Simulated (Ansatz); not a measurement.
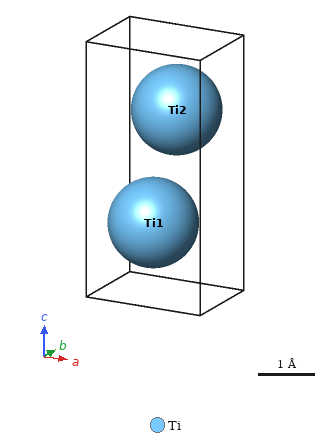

**Figure 1.** The input geometry of the first run (spheres-only view of the cell of the calculation, seen slightly off an axis; atoms are numbered from 1 in the order of the input). An atom can appear more than once, as a periodic image.

## From Ti to Hf

System: Ti (P6₃/mmc, 2 atoms in the cell).
Method of the first run: DFT r2SCAN, scalar-relativistic, plane waves, PAW, no spin polarisation (Ansatz 0.2.0).
System of the second run: Hf (P6₃/mmc, 2 atoms in the cell).

On the first run: The structure derives from an entry of the Crystallography Open Database. On the second run: The structure was made by swapping elements on the sites of another compound; it need not be a known phase. It belongs to a series of runs on one base structure; here: Ti -> Hf on all its sites, cell and atoms relaxed. Text and figures count atoms from 1; the logs count them from 0 in places.

The input, the first run:
```yaml
crystal:
  lattice:
    - [2.9499978604, 0.0, 0.0]
    - [-1.4749989302, 2.5547730882, 0.0]
    - [0.0, 0.0, 4.686]
  atoms:
    - { symbol: Ti, position: [0.3333333333, 0.6666666667, 0.25] }
    - { symbol: Ti, position: [0.6666666667, 0.3333333333, 0.75] }
basis:
  ecutwfc: 500
kpoints:
  mp_grid: { grid: [6, 6, 4] }
hamiltonian:
  xc: r2scan
scf:
  occupations: { method: gaussian, width: 0.1 }
output:
  forces: true
  stress: true
  eigenvalues: true
```

Launched with:
```bash
ansatz run input.yaml --threads 1 --pin off --max-ram 2560MiB --backend cpu --events-out ev --progress --plain --runs-dir out
```

Hardware: 1 thread of Intel Xeon @ 2.50GHz (Skylake/Cascade Lake), 189 GiB of memory available, shared host.

Output, shortened to warnings, some set-up lines, iterations and results (the first run):
```
Basis set: ecut = 500 eV, 929 PW (Γ), exchange–correlation on 96×96×144 points (64 copies of the dense FFT grid, shifted against one another)
Symmetry: 24 space group operations
k-points: 21 of 144
Initial density: superposition of atomic densities (neutral atoms: chi_scale 0, normalization atom), corrected by the library's trained network
[...]
SCF iter   1: F=—  HF=-5008.684167 eV  |F-HF|=—  |Δ(HF+E_count)|=         —  Δρ=1.67e-2  dr2=8.94e-2  dr2_τ=1.49e-2  ethr=1.77e-3  ⟨swp⟩=3.6  Hψ=1390  notcnv=0
SCF iter   2: F=—  HF=-5008.722755 eV  |F-HF|=—  |Δ(HF+E_count)|=   3.86e-2  Δρ=5.79e-3  dr2=1.02e-2  dr2_τ=8.55e-4  ethr=3.72e-4  ⟨swp⟩=2.9  Hψ=799  notcnv=0  defer=2
SCF iter   3: F=—  HF=-5008.723210 eV  |F-HF|=—  |Δ(HF+E_count)|=   4.55e-4  Δρ=1.65e-3  dr2=3.98e-4  dr2_τ=1.05e-4  ethr=4.26e-5  ⟨swp⟩=2.8  Hψ=608  notcnv=0  defer=2
SCF iter   4: F=—  HF=-5008.723832 eV  |F-HF|=—  |Δ(HF+E_count)|=   6.23e-4  Δρ=3.62e-4  dr2=1.81e-5  dr2_τ=2.21e-6  ethr=1.66e-6  ⟨swp⟩=2.0  Hψ=536  notcnv=0  defer=2
SCF iter   5: F=—  HF=-5008.723863 eV  |F-HF|=—  |Δ(HF+E_count)|=   3.12e-5  Δρ=2.12e-5  dr2=8.75e-8  dr2_τ=8.72e-9  ethr=7.55e-8  ⟨swp⟩=2.0  Hψ=540  notcnv=0  defer=2
SCF iter   6: F=-5008.723863 eV  HF=-5008.723863 eV  |F-HF|=7.02e-10  |Δ(HF+E_count)|=   9.77e-9  Δρ=4.56e-6  dr2=4.27e-9  dr2_τ=2.88e-10  ethr=3.64e-10  ⟨swp⟩=2.3  Hψ=1266  …
SCF 1 converged in 6 iterations: F = -5008.723863 eV  dr2 = 4.27e-9
SCF converged after 6 iterations
Free energy (F): -5008.723863 eV
Harris-Foulkes:  -5008.723863 eV  (|F-HF|=7.02e-10)
Internal energy: -5008.706556 eV  (E = F + TS)
E sigma→0 (E₀):  -5008.715210 eV
Entropy (-TS):   -0.017307 eV (-8.654 meV/atom)
Fermi energy:    13.214414 eV
--- Per-component energies (eV) ---
  E_band       = -348.147626
  E_kinetic    = 543.754124
  E_local      = -1636.722227  (includes V_loc(G=0)·N_el)
  E_nonlocal   = 14.384471
  E_hartree    = 668.435819
  E_xc         = -185.369340
  E_vxc        = -264.916502  (∫ρ·V_xc dr)
  E_paw        = -2113.161388  (= ΣΔE_a)
  E_vpaw       = -359.736388  (= ΣTr[D̂ρ^β])
  E_aug_tail   = 0.000170  (compensation charges beyond the density's cutoff)
  E_vtau       = 18.214504  (kinetic-family band-sum trace: ∫τ·v_τ [+ j·A + Jᵃ·Aᵃ] dr)
  E_ewald      = -2299.521270
  E_core_change = -0.506914  (= ΣΔE_core)
  E_smearing   = -0.017307  (= −TS)
  E_closure    = -0.000000  (closes the sum)
  Σ components = -5008.723863   (vs F -5008.723863, Δ=0.00e0)
--- Forces (eV/Å), atoms counted from 1 ---
  atom   1  Ti     0.00000000    -0.00000000     0.00000000
  atom   2  Ti     0.00000000     0.00000000     0.00000000
  max |Σ_I F_I| component: 5.55e-17 eV/Å
--- Stress (GPa, compression-positive) ---
       -2.357735       0.000000       0.000000
        0.000000      -2.357735       0.000000
        0.000000       0.000000      -1.545311
  P = ⅓ Tr σ = -2.0869 GPa (-20.869 kbar)
```

For the second run the input was changed thus:
```diff
-    - [2.9499978604, 0.0, 0.0]
-    - [-1.4749989302, 2.5547730882, 0.0]
-    - [0.0, 0.0, 4.686]
+    - [3.1247309402, 0.0, 0.0]
+    - [-1.5623654701, 2.7060963742, 0.0]
+    - [0.0, 0.0, 4.9345563401]
-    - { symbol: Ti, position: [0.3333333333, 0.6666666667, 0.25] }
-    - { symbol: Ti, position: [0.6666666667, 0.3333333333, 0.75] }
+    - { symbol: Hf, position: [0.3333333333, 0.6666666667, 0.25] }
+    - { symbol: Hf, position: [0.6666666667, 0.3333333333, 0.75] }
```

Predict how the results change.

The total energies belong to different systems, so their difference says nothing on which is more stable or more accurate. The pressure goes from −2.09 to 8.69 GPa. The volume per atom goes from 17.66 to 20.86 Å³. The SCF takes 7 iterations against 6. The plane waves at Γ go from 929 to 1085. On the same kind of shared host the second run took about 2 times as long.

Output, shortened to warnings, some set-up lines, iterations and results (the second run):
```
Basis set: ecut = 500 eV, 1085 PW (Γ), exchange–correlation on 96×96×144 points (64 copies of the dense FFT grid, shifted against one another)
Symmetry: 24 space group operations
k-points: 21 of 144
Initial density: superposition of atomic densities (neutral atoms: chi_scale 0, normalization atom), corrected by the library's trained network
[...]
SCF iter   1: F=—  HF=-31465.989408 eV  |F-HF|=—  |Δ(HF+E_count)|=         —  Δρ=9.21e-3  dr2=1.86e-2  dr2_τ=3.34e-2  ethr=1.77e-3  ⟨swp⟩=3.8  Hψ=2160  notcnv=0
SCF iter   2: F=—  HF=-31466.019550 eV  |F-HF|=—  |Δ(HF+E_count)|=   3.01e-2  Δρ=4.28e-3  dr2=4.69e-3  dr2_τ=1.76e-3  ethr=3.57e-5  ⟨swp⟩=2.0  Hψ=1491  notcnv=0  defer=28
SCF iter   3: F=—  HF=-31466.018935 eV  |F-HF|=—  |Δ(HF+E_count)|=   6.15e-4  Δρ=3.55e-3  dr2=3.04e-3  dr2_τ=2.90e-4  ethr=9.02e-6  ⟨swp⟩=2.2  Hψ=1178  notcnv=0  defer=28
SCF iter   4: F=—  HF=-31466.020540 eV  |F-HF|=—  |Δ(HF+E_count)|=   1.60e-3  Δρ=6.15e-4  dr2=7.68e-5  dr2_τ=7.43e-6  ethr=5.84e-6  ⟨swp⟩=2.0  Hψ=1151  notcnv=0  defer=28
SCF iter   5: F=—  HF=-31466.020521 eV  |F-HF|=—  |Δ(HF+E_count)|=   1.92e-5  Δρ=2.01e-4  dr2=1.55e-5  dr2_τ=1.63e-6  ethr=1.48e-7  ⟨swp⟩=2.0  Hψ=1193  notcnv=0  defer=28
SCF iter   6: F=—  HF=-31466.020526 eV  |F-HF|=—  |Δ(HF+E_count)|=   4.49e-6  Δρ=4.52e-5  dr2=7.57e-7  dr2_τ=4.92e-8  ethr=2.98e-8  ⟨swp⟩=2.2  Hψ=1091  notcnv=0  defer=28
SCF iter   7: F=-31466.020526 eV  HF=-31466.020526 eV  |F-HF|=2.82e-8  |Δ(HF+E_count)|=   3.02e-7  Δρ=1.66e-5  dr2=9.95e-8  dr2_τ=2.92e-9  ethr=1.92e-10  ⟨swp⟩=5.9  Hψ=3217  …
SCF 1 converged in 7 iterations: F = -31466.020526 eV  dr2 = 9.95e-8
SCF converged after 7 iterations
Free energy (F): -31466.020526 eV
Harris-Foulkes:  -31466.020526 eV  (|F-HF|=2.82e-8)
Internal energy: -31466.002839 eV  (E = F + TS)
E sigma→0 (E₀):  -31466.011682 eV
Entropy (-TS):   -0.017687 eV (-8.844 meV/atom)
Fermi energy:    21.475386 eV
--- Per-component energies (eV) ---
  E_band       = 129.536138
  E_kinetic    = 854.830568
  E_local      = -9772.766753  (includes V_loc(G=0)·N_el)
  E_nonlocal   = -2496.689333
  E_hartree    = 4633.626427
  E_xc         = -568.878854
  E_vxc        = -589.767283  (∫ρ·V_xc dr)
  E_paw        = -13906.026753  (= ΣΔE_a)
  E_vpaw       = 2837.538229  (= ΣTr[D̂ρ^β])
  E_aug_tail   = -0.000002  (compensation charges beyond the density's cutoff)
  E_vtau       = 29.145663  (kinetic-family band-sum trace: ∫τ·v_τ [+ j·A + Jᵃ·Aᵃ] dr)
  E_ewald      = -10210.741183
  E_core_change = 0.643044  (= ΣΔE_core)
  E_smearing   = -0.017687  (= −TS)
  E_closure    = 0.000000  (closes the sum)
  Σ components = -31466.020526   (vs F -31466.020526, Δ=0.00e0)
--- Forces (eV/Å), atoms counted from 1 ---
  atom   1  Hf    -0.00000000    -0.00000000     0.00000000
  atom   2  Hf    -0.00000000     0.00000000     0.00000000
  max |Σ_I F_I| component: 1.11e-16 eV/Å
--- Stress (GPa, compression-positive) ---
        8.388350      -0.000000       0.000000
       -0.000000       8.388350       0.000000
        0.000000       0.000000       9.298210
  P = ⅓ Tr σ = 8.6916 GPa (86.916 kbar)
```

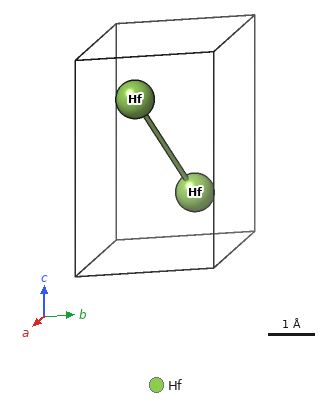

**Figure 2.** The input structure of the second run (ball-and-stick view of the cell of the calculation, seen slightly off an axis). An atom can appear more than once, as a periodic image.

The two runs side by side:

```csv
quantity,the first run,the second run
outcome,converged,converged
free energy per atom (eV),−2504.3619,−15733.0103
"energy per atom, smearing taken to zero (eV)",−2504.3576,−15733.0058
gap on the mesh (eV),0.00,0.00
pressure (GPa),−2.09,8.69
volume per atom (Å³),17.66,20.86
largest force (eV/Å),0.000,0.000
SCF iterations,6,7
irreducible k-points,21,21
plane waves at Γ,929,1085
wall time (shared host),3.1 s,6.3 s
```

For the second run: Spin–orbit coupling is left out, which matters for Hf. The cell is under a pressure of 8.7 GPa at this level, so it is not at its equilibrium volume.
